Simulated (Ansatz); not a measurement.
**TaSi2: density, localisation and related maps**

Input

```
crystal:
  lattice:
    - [1.8011973309, 1.0399217638, 4.359088919]
    - [-1.8011973309, 1.0399217638, 4.359088919]
    - [0.0, -2.0798435277, 4.359088919]
  atoms:
    - { symbol: Ta, position: [0.5, 0.5, 0.5] }
    - { symbol: Si, position: [0.2895555294, 0.2895555294, 0.2895555294] }
    - { symbol: Si, position: [0.7104444706, 0.7104444706, 0.7104444706] }
basis:
  ecutwfc: 420
kpoints:
  mp_grid: { grid: [18, 18, 18] }
hamiltonian:
  xc: pbe
scf:
  occupations: { method: gaussian, width: 0.1 }
output:
  forces: true
  stress: true
  eigenvalues: true
  write_density: true
  write_potential: true
  elf: true
  volumetric_format: npy
relax:
  adjacent_minimum: "off"
  f_tol: 0.01
  max_steps: 80
  cell: { stress_tol: 0.05 }
```

Run with:

```sh
ansatz run input.yaml --threads 1 --pin off --max-ram 2560MiB --backend cpu --events-out ev --progress --plain --runs-dir out
```

Below, planes, directions and counts refer to the conventional cell (a = 3.61 Å, b = 3.61 Å, c = 13.05 Å, α = 90.00°, β = 90.00°, γ = 120.00°).

The fields are those of the run's last geometry, not of the input's.

Space group R-3m; a structure generated by program, which may or may not match a known phase; computed without spin polarisation.

Method: Ansatz, DFT PBE, scalar-relativistic, plane waves, PAW.

In a PAW calculation such maps are meaningful between the atoms, not at the nuclei.

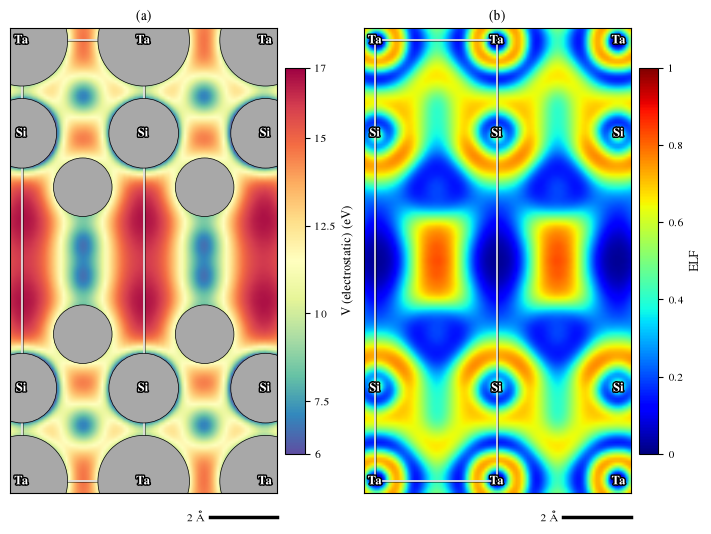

Figure 1. (a) electrostatic potential (local pseudopotential plus Hartree) felt by an electron; (b) ELF on the (010) plane of the conventional cell. Grey discs cover the atomic cores in the potential map.

Q: Interpret the plot.

A: The plane passes through Ta and Si nuclei. Ta–Si (2.75 Å): the ELF peaks at about 0.65 in the valence shell of Si, 1.0 Å from its nucleus, and is about 0.35 at the midpoint. The features right at Ta lie inside the PAW spheres, where the map follows smoothed inner orbitals and isn't to be read closely. Outside the cores the potential energy rises away from the atoms and is highest about 2.2 Å from the nearest atoms; its zero is arbitrary.

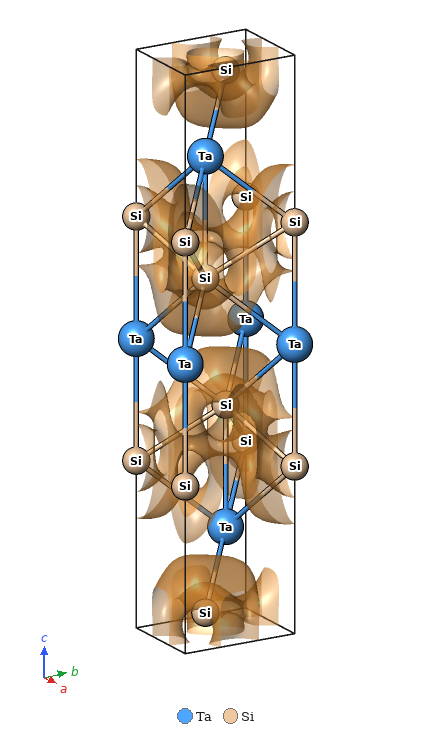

Figure 2. Isosurface of the electron localisation function at 0.6 (orange), seen slightly off an axis. Core shells and regions of very low density are left out. Sticks mark near contacts.

Q: Where are the electrons localised?

A: The surface consists of sheets that run through the cell in two directions, counted in one cell of 9 atoms. Regions shared between cells count once.


Si–Si (2.38 Å): the ELF peaks at about 0.85 between the atoms. Ta–Si (2.62 Å): the ELF peaks at about 0.75 in the valence shell of Si, 0.9 Å from its nucleus, and is about 0.40 at the midpoint.

Q: Metal or insulator at this level of theory?

A: It is metallic or semimetallic at this level of theory: no gap opens.
